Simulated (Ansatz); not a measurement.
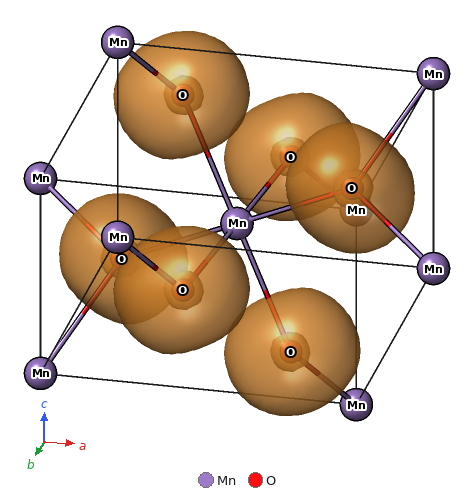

Figure. MnO2. Isosurface of the ELF at 0.6 (orange), seen at an oblique angle. Core shells and regions of very low density are left out. Sticks mark near contacts.

Space group Pnnm; a structure from a database of computed crystals, not necessarily the ambient phase; not relaxed (largest force 0.5 eV/Å); computed pressure about −33 GPa in this cell; computed without spin polarisation.

Computed with DFT PBE, scalar-relativistic, plane waves, PAW in Ansatz 0.2.0.

In a PAW calculation such maps are meaningful between the atoms, not at the nuclei.

**Describe the localisation domains.**

At this value the surface marks out four regions wrapped around O (the valence shell of each), counted in one cell of 6 atoms. Regions shared between cells count once.

Values along the shortest contacts:
Mn–O (1.99 Å): the ELF peaks at about 0.85 in the valence shell of O, 0.6 Å from its nucleus, and is about 0.20 at the midpoint (no localised pair shows between them).
